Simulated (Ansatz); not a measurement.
## Ga23N24 (charge −1): geometry relaxation (part 1 of 5)

Ga23N24 (defect cell, 47 atoms in the cell, total charge −1), computed with DFT PBE, scalar-relativistic, plane waves, PAW, spin-polarised (Ansatz 0.2.0).

The structure derives from an entry of the Crystallography Open Database.

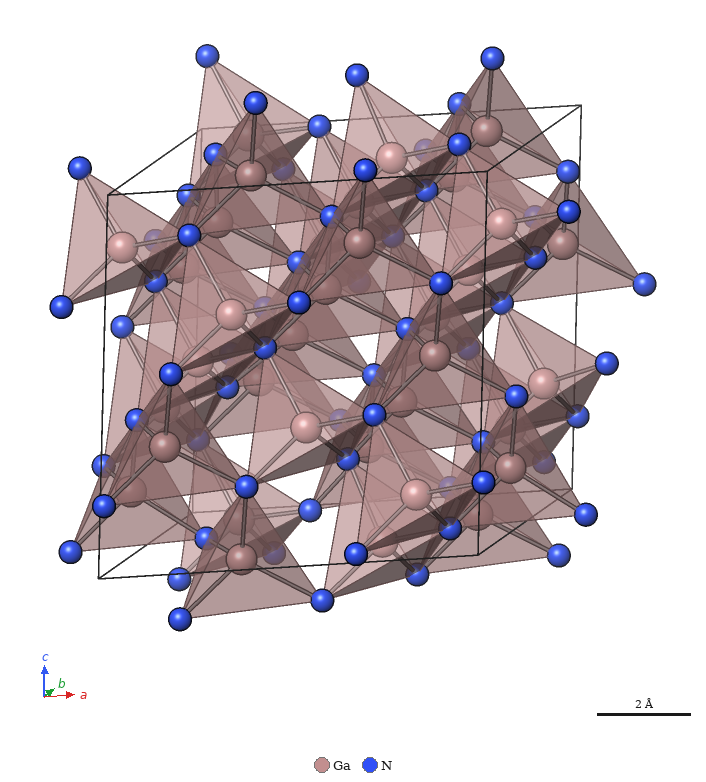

Fig. 1: The starting structure (polyhedral view of the cell of the calculation, seen slightly off an axis; polyhedra are completed across the faces of the cell).

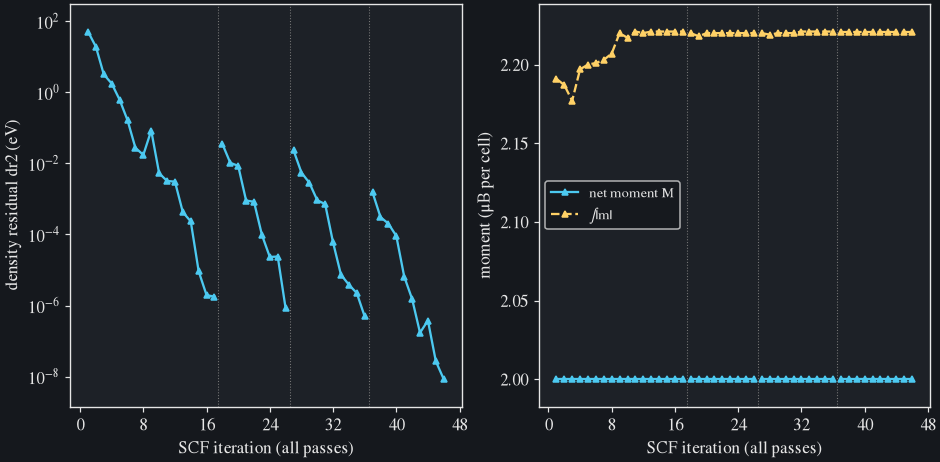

Fig. 2: Convergence of the self-consistent field: density residual dr2 and magnetic moment against the SCF iteration. The dotted lines part the SCF passes of the relaxation: geometry steps, rejected trials and re-solves on a re-selected basis. The passes take 17, 9, 10 and 10 iterations. The net moment stays at 2.0 μB per cell.

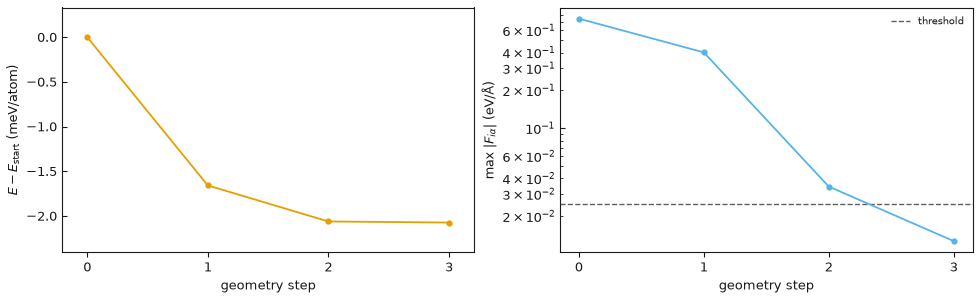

Fig. 3: Progress of the relaxation, step by step (the first geometry is step 0 here and step 1 in the log).

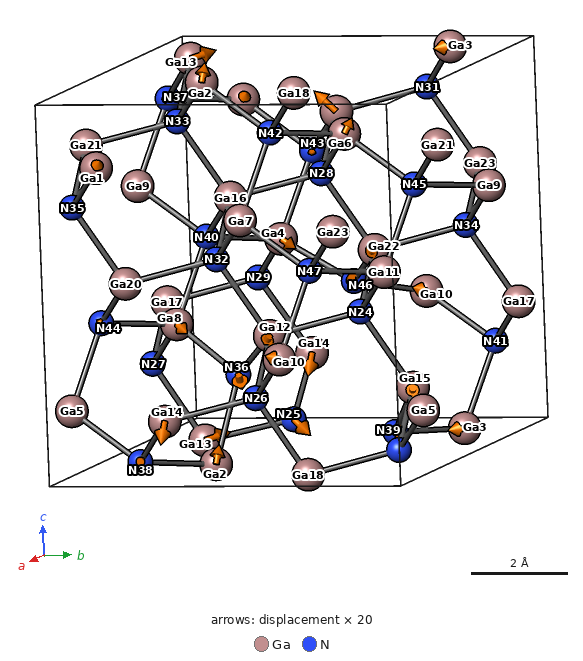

Fig. 4: The starting structure with the displacements as orange arrows, magnified 20 times (ball-and-stick view of the cell of the calculation, seen slightly off an axis). The energy falls by 2.1 meV per atom in 3 geometry steps. Largest force component: 0.74 eV/Å at the start, 0.013 eV/Å at the end. The atom that moves furthest is Ga19 (0.033 Å). By element the largest moves are Ga 0.033 Å, N 0.029 Å. The lattice vectors keep their values. Among the contacts that change: Ga19–N25 1.959 → 1.902 Å, Ga2–N36 1.940 → 1.904 Å, Ga15–N39 1.940 → 1.910 Å, Ga3–N39 1.925 → 1.904 Å. (Atoms are counted from 1 in the order of the input.)

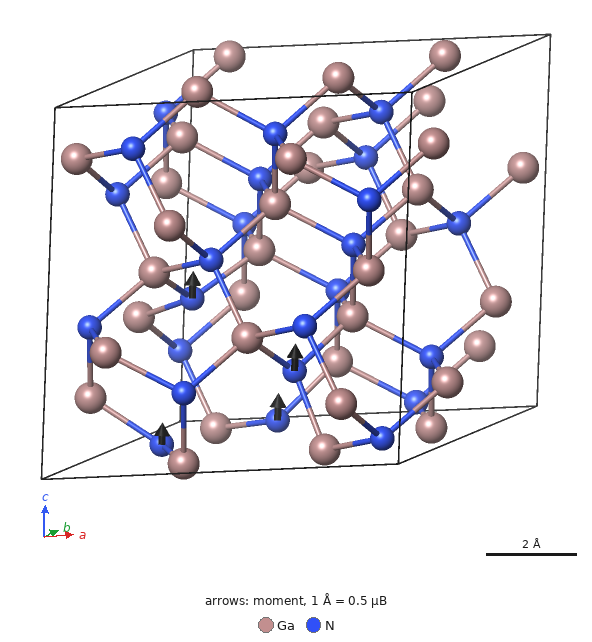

Fig. 5: Magnetic moments of the sites as black arrows (ball-and-stick view of the cell of the calculation, seen slightly off an axis); small moments hardly show. The run is collinear, so the axis drawn is arbitrary. Site moments: N36, N39, N46 (0.31 μB); N25 (0.25 μB); N37, N38, N43 (0.06 μB). They are counted near the atoms and needn't add up to the moment of the cell. Atoms are counted from 1 in the order of the input.

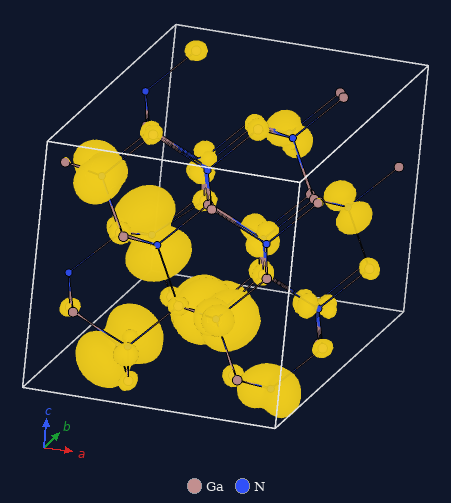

Fig. 6: Isosurface of the spin density (up minus down) at +0.008 e/Å³ (yellow), seen at an oblique angle. Sticks mark near contacts. The outline is the calculation cell. The cell of the calculation (47 atoms) carries 2.0 μB net. Core electrons are frozen (PAW), so the fields are smoothed inside the atomic spheres.

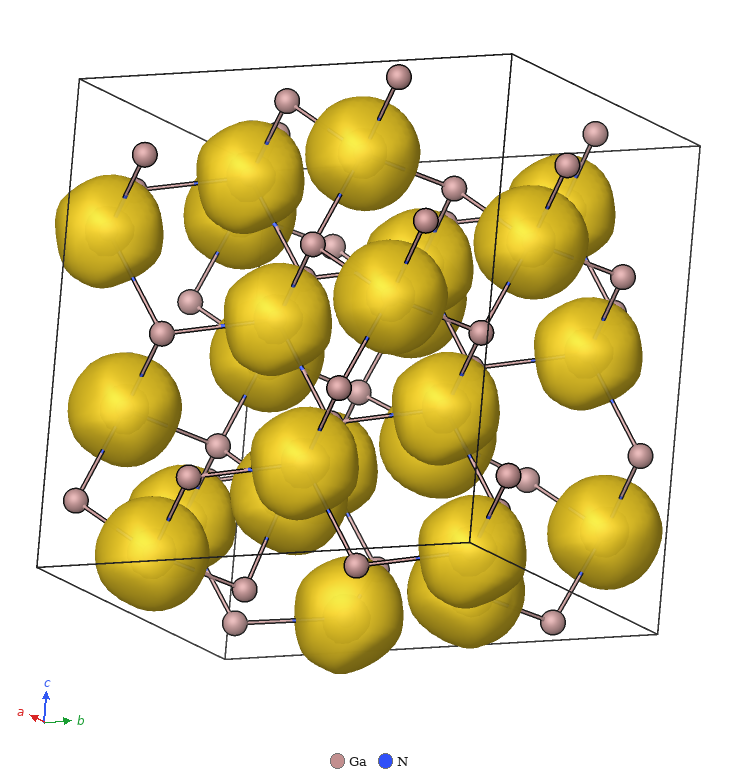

Fig. 7: Isosurface of the electron localisation function at 0.65 (yellow), seen at an oblique angle. Only the valence region is drawn (cores and ρ < 0.01 e/Å³ removed). Sticks mark near contacts. The outline is the calculation cell. Along the contacts the grid gives the following. Ga–N (1.90 Å): the ELF is about 0.50 at the midpoint. Ga–N (1.96 Å): the ELF is about 0.45 at the midpoint.

The input that produced these results follows, with the program's output.

The input
```yaml
crystal:
  lattice:
    - [3.2184289061, -5.5744823859, -5.2430304973]
    - [-6.4368578122, 0.0, -5.2430304973]
    - [3.2184289061, 5.5744823859, -5.2430304973]
  atoms:
    - { symbol: Ga, position: [0.0008626848, 0.1673585323, 0.8346405006] }
    - { symbol: Ga, position: [0.6655659642, 0.3342809268, -0.0017349861] }
    - { symbol: Ga, position: [0.1645143096, 0.8320232699, 0.0016033608] }
    - { symbol: Ga, position: [0.1678533697, 0.3310072031, 0.4993097588] }
    - { symbol: Ga, position: [0.8328841827, 0.00083049, 0.1678981896] }
    - { symbol: Ga, position: [0.5013679487, 0.6645256187, 0.8334968808] }
    - { symbol: Ga, position: [0.8343367833, 0.5005537311, 0.6667145014] }
    - { symbol: Ga, position: [0.4980473333, 0.1661448294, 0.3351041433] }
    - { symbol: Ga, position: [0.3341244356, -0.0006331655, 0.6680904534] }
    - { symbol: Ga, position: [-0.0002609398, 0.6678360839, 0.3318583699] }
    - { symbol: Ga, position: [0.6668909965, 0.833389722, 0.5007394427] }
    - { symbol: Ga, position: [0.6659531398, 0.500861931, 0.334281577] }
    - { symbol: Ga, position: [0.3361361478, 0.1649855591, 0.002026598] }
    - { symbol: Ga, position: [-0.0014317137, 0.3347838313, 0.1698771406] }
    - { symbol: Ga, position: [0.5005028838, 0.8324127001, 0.1681752672] }
    - { symbol: Ga, position: [0.5001906727, 0.3331340285, 0.6672305241] }
    - { symbol: Ga, position: [0.1666796928, -7.3108e-05, 0.3339617533] }
    - { symbol: Ga, position: [0.8334352695, 0.6666942086, 0.0004533517] }
    - { symbol: Ga, position: [0.1683235368, 0.5026448045, 0.8322194998] }
    - { symbol: Ga, position: [0.8329519981, 0.1670955814, 0.5014872181] }
    - { symbol: Ga, position: [0.667681781, -0.0006256321, 0.8344809721] }
    - { symbol: Ga, position: [0.3344244506, 0.6670045658, 0.4997295485] }
    - { symbol: Ga, position: [0.0006650927, 0.8341835462, 0.666687226] }
    - { symbol: "N", position: [0.5413282288, 0.7077651196, 0.3750860581] }
    - { symbol: "N", position: [0.1945000403, 0.3590077274, 0.0314855622], spin: 0.5 }
    - { symbol: "N", position: [0.8742080196, 0.5426185702, 0.2084838677] }
    - { symbol: "N", position: [0.3746786816, 0.0406361322, 0.209870418] }
    - { symbol: "N", position: [0.3761850391, 0.5411728767, 0.707941694] }
    - { symbol: "N", position: [0.0405960416, 0.207103871, 0.3754103473] }
    - { symbol: "N", position: [0.7088602177, 0.8745707039, 0.0423880193] }
    - { symbol: "N", position: [0.0405984122, 0.7081276961, 0.8743510478] }
    - { symbol: "N", position: [0.7081169107, 0.3750135885, 0.5426588913] }
    - { symbol: "N", position: [0.5416432217, 0.2070428059, 0.8743904238] }
    - { symbol: "N", position: [0.2085663975, 0.8753536697, 0.5418554139] }
    - { symbol: "N", position: [0.8750582602, 0.0415310444, 0.7088851795] }
    - { symbol: "N", position: [0.5620087623, 0.3628882842, 0.2146410571], spin: 0.5 }
    - { symbol: "N", position: [0.2079520051, 0.0404186589, 0.8749181994] }
    - { symbol: "N", position: [0.8739825808, 0.2076517302, 0.0417621651] }
    - { symbol: "N", position: [0.3774292598, 0.7246886956, 0.0303438594], spin: 0.5 }
    - { symbol: "N", position: [0.3746402638, 0.2069754903, 0.5427197987] }
    - { symbol: "N", position: [0.0404926406, 0.8754614297, 0.2083963602] }
    - { symbol: "N", position: [0.708992413, 0.5410836753, 0.8743264606] }
    - { symbol: "N", position: [0.0411684542, 0.3744455819, 0.7077069081] }
    - { symbol: "N", position: [0.7080295387, 0.0406170952, 0.376128657] }
    - { symbol: "N", position: [0.5423207712, 0.8744992724, 0.7079615519] }
    - { symbol: "N", position: [0.1948054547, 0.5450899977, 0.3933272759], spin: 0.5 }
    - { symbol: "N", position: [0.874137535, 0.7087926425, 0.5418234255] }
  host:
    lattice:
      - [3.2184289061, 0.0, 0.0]
      - [-1.6092144531, 2.787241193, 0.0]
      - [0.0, 0.0, 5.2430304973]
    atoms:
      - { symbol: Ga, position: [0.3333333333, 0.6666666667, -0.0008683118] }
      - { symbol: Ga, position: [0.6666666667, 0.3333333333, 0.4991316882] }
      - { symbol: "N", position: [0.3333333333, 0.6666666667, 0.3758683118] }
      - { symbol: "N", position: [0.6666666667, 0.3333333333, 0.8758683118] }
total_charge: -1
basis:
  ecutwfc: 420
  xc_grid: 2
kpoints:
  mp_grid: { grid: [2, 2, 2], shift: [0.5, 0.5, 0.5] }
hamiltonian:
  xc: pbe
scf:
  occupations: { method: gaussian, width: 0.01 }
output:
  forces: true
  stress: false
  eigenvalues: true
  populations: true
  charged_corrections:
    defect_position: [0.33362277, 0.50028944, 0.1669561]
    epsilon: [[10.4942, 0.0, 0.0], [0.0, 10.4942, 0.0], [0.0, 0.0, 11.6904]]
  write_density: true
  write_potential: true
  elf: true
  volumetric_format: npy
magnetization:
  spin_polarized: true
relax:
  adjacent_minimum: "off"
  f_tol: 0.025
  max_steps: 60
```

Launch command:
```bash
ansatz run input.yaml --threads 8 --pin off --max-ram 22528MiB --backend cpu --events-out ev --progress --plain --runs-dir out
```

Log
```
Engine: ansatz 0.2.0, aarch64-unknown-linux-gnu
Pseudopotentials: kind: paw
Pseudopotential: Ga, paw, valence charge 13, recommended cutoff 420 eV (normal), Ga.paw.azcp
Pseudopotential: N, paw, valence charge 5, recommended cutoff 420 eV (normal), N.paw.azcp
Functional definition: PBE
  parameter kappa = 0.804
  parameter beta = 0.06672455060314922
  exchange = pbe_x(kappa = kappa, mu = beta*pi^2/3)
  correlation = pbe_c(beta = beta)
Crystal: 47 atoms, lattice volume = 564.394 Å³
Basis set: ecut = 420 eV, 11057 PW (Γ), exchange–correlation on 120×120×120 points (8 copies of the dense FFT grid, shifted against one another)
Bands: 258, of which v1, the nominal top of the filled ones, is band 210 counted from 1 (209 counted from 0)
Symmetry: 1 space group operations
Space group: P1 (ITA 1), of the structure as read, at distance tolerance 8.3e-5 Å
Magnetic group: BNS 1.1 (UNI 1), of the structure as read, at distance tolerance 8.3e-5 Å
k-points: 4 of 8 (time reversal used)
Non-local potential: Ga, projectors of the file, l = 0: 2, l = 1: 2, l = 2: 3, l = 3: 1
Non-local potential: N, projectors of the file, l = 0: 2, l = 1: 2, l = 2: 1
PAW form: soft (Blöchl's): semilocal exchange-correlation on the pseudo side does not see the compensation charge
PAW one-centre angular grid: Ga, 590 points (default); XC on 64 Gauss nodes
PAW one-centre angular grid: N, 110 points (default); XC on 64 Gauss nodes
Initial density: superposition of atomic densities (chi_scale 0.1, normalization cell, long waves kept (reshape's long-wave potential 0.16 eV rms))
Starting moments: Σ|m| = 2 μB on 4 of 47 sites
Initial wavefunctions: pseudopotential atomic-orbital guess
Functional: x = pbe(κ = 0.804, μ = 0.2195149727645171), c = pbe(β = 0.06672455060314922)
```
